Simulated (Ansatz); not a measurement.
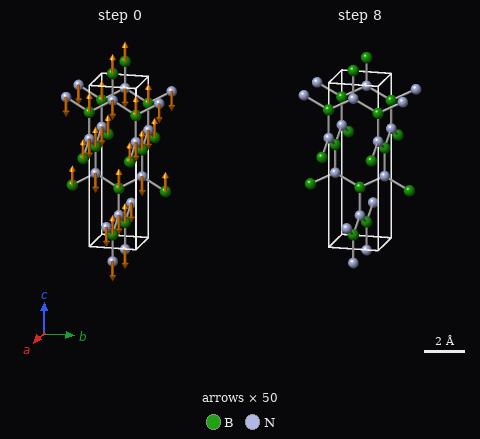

The structure of solid BN (a generated structure, set up in I4_1md) (coarse preliminary run) before (left) and after (right) a relaxation, at one scale. The orange arrows give the displacements (the part carried along by the change of the cell is left out), 50 times their true length.

The picture is a ball-and-stick view of the conventional cell (2 times the calculation's cell), seen slightly off an axis. Lengths and directions refer to the drawn axes.

Level of theory: Ansatz 0.2.0, DFT PBE, scalar-relativistic, plane waves, PAW. Set-up: plane-wave cutoff 420 eV; k-point mesh 10 × 10 × 10; occupations gaussian; smearing width 0.1 eV; no spin polarisation; cell and atoms relaxed; force threshold 0.04 eV/Å; at most 70 steps.

Summarise the run.

Answer. The largest moves relative to the cell, 0.021 Å, are those of B and N atoms. Largest moves by element: N 0.021 Å, B 0.021 Å. The drawn cell changes as follows: a = b 2.461 → 2.614 Å (+6.2 %), c 8.525 → 8.694 Å (+2.0 %); the volume changes by +15.1 %. Some distances before and after: B–N 1.421 → 1.491 Å. Among the angles between lasting bonds that change: N–B–N 120.0° → 124.9°, B–N–B 120.0° → 124.9°, N–B–N 120.0° → 117.6°. The space group stays I4_1md (No. 109). After 6 accepted moves (8 points after the start) the energy has fallen by 144 meV per atom. The largest force component goes from 1.2 to 0.0062 eV/Å. Pressure: 47.16 GPa at the start and 0.24 GPa at the end. The SCF was repeated twice at an unchanged geometry on a basis and grid sized afresh for the cell, which shifted the energy by 9.4 meV per atom at most. Cost: 86 s on 1 thread of Intel(R) Xeon(R) Processor @ 2.50GHz (Skylake/Cascade Lake) (shared host), peak memory 0.36 GiB.
